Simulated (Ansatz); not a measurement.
System: W.

```xyz
24
Lattice="4.0600 0.0000 -4.0600 0.0000 -4.0600 4.0600 -8.1200 -8.1200 -8.1200" Properties=species:S:1:pos:R:3 pbc="T T T"
W    -4.1755   -4.1755   -4.1755
W    -0.1155   -4.1755   -0.1155
W    -4.1754   -8.2354   -8.2355
W    -4.0600   -6.0900   -2.0300
W     0.0000   -2.0300   -2.0300
W    -4.0600  -10.1500   -6.0900
W    -2.0300   -4.0600   -2.0300
W     2.0300    0.0000   -2.0300
W    -2.0300   -8.1200   -6.0900
W    -2.0300   -6.0900    0.0000
W     2.0300   -2.0300    0.0000
W    -2.0300   -6.0900   -8.1200
W    -6.0900  -10.1500   -4.0600
W    -2.0300   -6.0900   -4.0600
W     2.0300   -2.0300   -4.0600
W    -6.0900   -8.1200   -6.0900
W    -2.0300   -4.0600   -6.0900
W     2.0300   -4.0600   -2.0300
W     0.0000   -2.0300    2.0300
W    -4.0600   -6.0900   -6.0900
W     0.0000   -6.0900   -2.0300
W     0.0000    0.0000    0.0000
W    -4.0600   -8.1200   -4.0600
W     0.0000   -4.0600   -4.0600
```

Space group R3m; changed on purpose from its base cell (atom 1 (W) moved -0.200 A along Cartesian [1 1 1]); not relaxed (largest force 1.6 eV/Å); computed pressure about −8 GPa in this cell.

Theory: DFT r2SCAN, scalar-relativistic, plane waves, PAW (Ansatz 0.2.0).

Q: What will maps of the valence pseudo-density and electron localisation function show?

A: W–W (2.87 Å): ρ is about 0.34 e/Å³ halfway; the ELF is about 0.35 at the midpoint.

Q: Does the calculation give a band gap?

A: It is metallic or semimetallic at this level of theory: no gap opens.

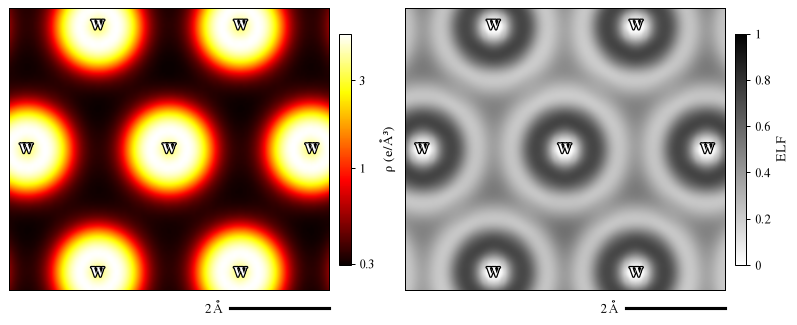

Computed valence pseudo-density and electron localisation function on the (001) plane of the conventional cell, in this order. 

The density is the valence pseudo-density of a PAW calculation; it isn't the true density close to the nuclei.
